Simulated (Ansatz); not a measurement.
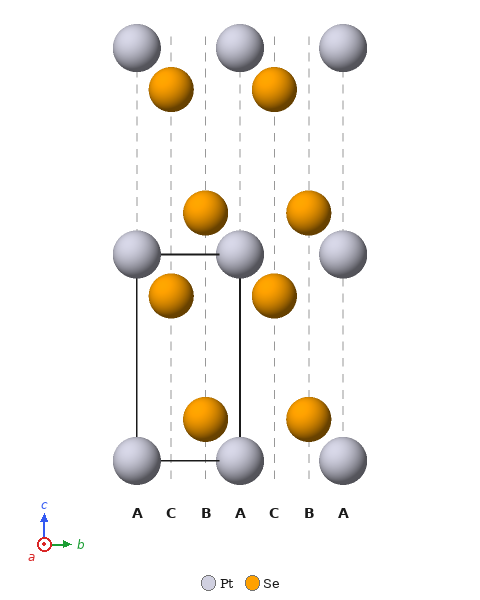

The picture looks along a close-packed row of the hexagonal mesh; c points upwards. The dashed lines mark the three columns A (0, 0), B (1/3, 2/3) and C (2/3, 1/3). The sequence starts with the first layer at or above the cell's origin.

The compound is PtSe2, taken as the end point of a relaxation with Ansatz 0.2.0, DFT, PBE, PAW with Ansatz's default frozen-core files, scalar-relativistic; the starting structure was generated, so it need not be a known form of this composition.

List the layers of one repeat.

Pt(A) – Se(B) – Se(C) (three layers in 6.50 Å).

How are the Se layers alone stacked?

Se layers alone: BC, the hexagonal close-packed type.

Which positions between or in the Se layers do the other atoms fill?

Pt: one octahedral site (per hexagonal cell). One of the two gaps between Se layers is empty, 3.89 Å wide.

What short polytype symbol fits?

Polytype symbol 1T, the symbol of a layered MX2 polytype (number of slabs in the repeat and lattice).
